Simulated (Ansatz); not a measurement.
## Electronic structure of Ga$_{8}$N$_{7}$ in real space

Input

```
crystal:
  lattice:
    - [-3.182525, -0.000169, -5.154541]
    - [-3.184702, -0.00198, 5.155878]
    - [3.185474, 5.509894, -0.001631]
  atoms:
    - { symbol: Ga, position: [0.1730710431, 0.1675150557, 0.3304810179] }
    - { symbol: Ga, position: [0.6667355029, 0.6606428359, 0.332247124] }
    - { symbol: Ga, position: [0.1790203983, 0.1701116291, 0.8439538232] }
    - { symbol: Ga, position: [0.6687995868, 0.6690640468, 0.8348748938] }
    - { symbol: Ga, position: [0.0851287032, 0.5822506129, 0.1666404554] }
    - { symbol: Ga, position: [0.5771770602, 0.0923770534, 0.169580042] }
    - { symbol: Ga, position: [0.085982765, 0.5826985582, 0.6682724158] }
    - { symbol: Ga, position: [0.5871981956, 0.0838412896, 0.6680128407] }
    - { symbol: "N", position: [0.4795104725, 0.854065755, 0.3329675033] }
    - { symbol: "N", position: [0.9789348743, 0.3544669297, 0.332939948] }
    - { symbol: "N", position: [0.4796714138, 0.8590855734, 0.8367802793] }
    - { symbol: "N", position: [0.9826821453, 0.3539762526, 0.8348491418] }
    - { symbol: "N", position: [0.8973763188, 0.7714320393, 0.167158462] }
    - { symbol: "N", position: [0.8986300561, 0.7735684046, 0.6691022343] }
    - { symbol: "N", position: [0.3983100263, 0.2733246626, 0.6670412268] }
basis:
  ecutwfc: 420
kpoints:
  mp_grid: { grid: [7, 7, 6] }
hamiltonian:
  xc: pbesol
scf:
  occupations: { method: gaussian, width: 0.1 }
  n_extra_bands: 8
output:
  forces: true
  stress: true
  eigenvalues: true
  populations: true
  dos:
    method: { smearing: { sigma: 0.1, scheme: gaussian } }
    projected: true
    de: 0.02
  write_density: true
  write_potential: true
  elf: true
  volumetric_format: npy
```

Command:

```sh
ansatz run input.yaml --threads 4 --pin off --max-ram 9216MiB --backend cpu --events-out ev --progress --plain --runs-dir out
```

Below, planes, directions and counts refer to the conventional cell (a = 6.06 Å, b = 6.06 Å, c = 6.36 Å, α = 105.22°, β = 105.24°, γ = 116.60°).

Space group P1; a generated structure, not necessarily the stable one; computed without spin polarisation.

Method: Ansatz 0.2.0, DFT PBEsol, scalar-relativistic, plane waves, PAW.

The density is the valence pseudo-density of a PAW calculation; it isn't the true density close to the nuclei.

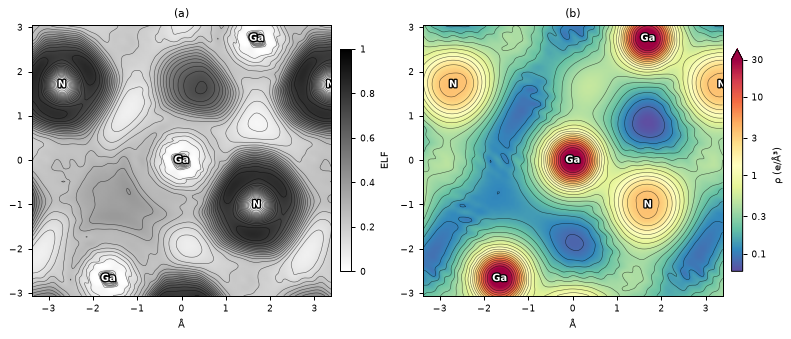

Figure 1. (a) electron localisation function; (b) valence charge density (pseudo) on the (001) plane of the conventional cell.

Question: Describe what can be read from this map.

Answer: The section cuts through Ga and N sites. Atoms just off the plane (Ga, 0.9 Å away and N, 0.9 Å away) can leave unmarked features too. Ga–N (1.96 Å): the density is about 0.71 e/Å³ at the midpoint; the ELF peaks at about 0.85 in the valence shell of N, 0.7 Å from its nucleus, and is about 0.45 at the midpoint. Between the atoms the lowest density in this plane is 0.06 e/Å³.

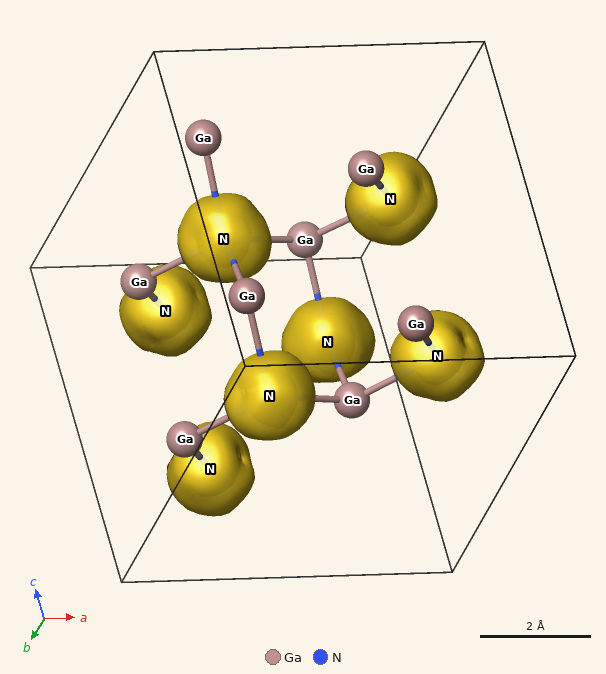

Figure 2. Isosurface of the electron localisation function at 0.75 (yellow), seen at an oblique angle. Only the valence region is drawn (cores and ρ < 0.01 e/Å³ removed). Sticks mark near contacts.

Question: What do the ELF domains correspond to?

Answer: The surface consists of seven regions wrapped around N (the valence shell of each), counted in one cell of 15 atoms. Any copies at cell faces, edges or corners count once.


Ga–N (1.94 Å): the ELF peaks at about 0.85 in the valence shell of N, 0.7 Å from its nucleus, and is about 0.50 at the midpoint.

Question: Metal or insulator at this level of theory?

Answer: It is gapless in this calculation (a metal or semimetal).
